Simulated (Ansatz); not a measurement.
Read the following structure.

```yaml
crystal:
  lattice:
    - [3.28048, 0.00000, 0.00000]
    - [0.00000, 7.33538, 0.00000]
    - [0.00000, 0.00000, 24.53600]
  atoms:
    - { symbol: Ta, position: [0.50000, 0.70000, 0.30567] }
    - { symbol: Ta, position: [0.00000, 0.40000, 0.33557] }
    - { symbol: Ta, position: [0.50000, 0.10000, 0.36547] }
    - { symbol: Ta, position: [0.00000, 0.80000, 0.39536] }
    - { symbol: Ta, position: [0.50000, 0.50000, 0.42526] }
    - { symbol: Ta, position: [0.00000, 0.20000, 0.45516] }
    - { symbol: Ta, position: [0.50000, 0.90000, 0.48505] }
    - { symbol: Ta, position: [0.00000, 0.60000, 0.51495] }
    - { symbol: Ta, position: [0.50000, 0.30000, 0.54484] }
    - { symbol: Ta, position: [0.00000, 0.00000, 0.57474] }
    - { symbol: Ta, position: [0.50000, 0.70000, 0.60464] }
    - { symbol: Ta, position: [0.00000, 0.40000, 0.63453] }
    - { symbol: Ta, position: [0.50000, 0.10000, 0.66443] }
    - { symbol: Ta, position: [0.00000, 0.80000, 0.69433] }
```

Work out the structure from the coordinates.

Answer. The element is tantalum. The cell holds 14 atoms. By contacts within bonding range, the coordination numbers are Ta 4 to 8 (mean 6.9). Not all metal-metal contacts are counted. The bonds build Ta layers parallel to (001).

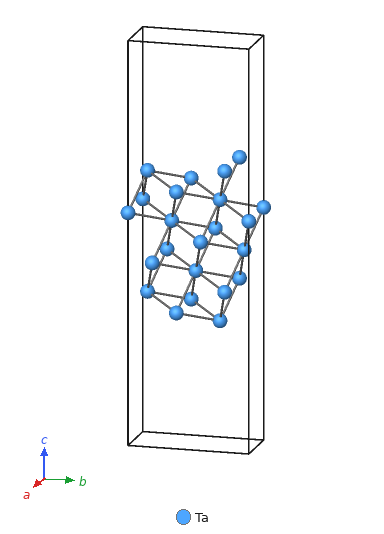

The image is a ball-and-stick drawing of a crystal, viewed slightly off an axis. Lines trace the edges of the simulation cell. Colours: tantalum blue.

The model was built from the standard structure of this element; a slab was cut from it. Earlier steps of the study, as a rule a relaxation of our own, may have changed the cell and positions, so they can lie some per cent off the listed ones. It went into a calculation with Ansatz.

At this level of theory the run's own cell isn't at rest (forces up to 2.0 eV/Å), so its distances can differ from those at equilibrium, the more so the softer the solid.
